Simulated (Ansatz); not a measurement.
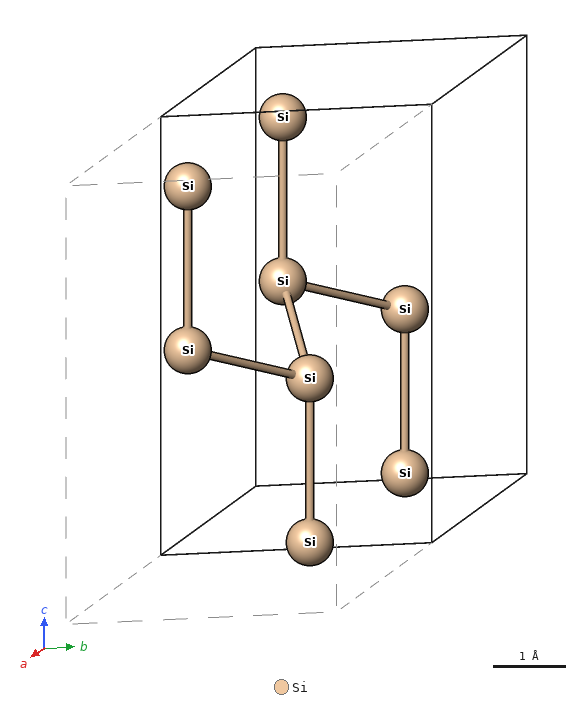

Shown here is a ball-and-stick view of the crystal, taken slightly off an axis. The structure is repeated 2×1×1 times; solid lines mark one conventional unit cell.

Si, space group P6_3/mmc (No. 194), a = 3.83 Å, b = 3.83 Å, c = 6.34 Å, α = 90.00°, β = 90.00°, γ = 120.00°.

The numbers come from G0W0 on HSE06, plane waves, PAW in Ansatz 0.2.0, using a cutoff energy of 420 eV, a 6×6×2 sampling of the Brillouin zone, no spin polarisation.

What does the calculation say: metal or gapped?

Answer. A semiconductor at this level, with a gap of 0.97 eV, indirect; the smallest direct gap is 1.70 eV.

The starting point was a structure listed in the Materials Project. Earlier steps of the study may have refined or changed the cell and positions. It was run through Ansatz as a DFT input.
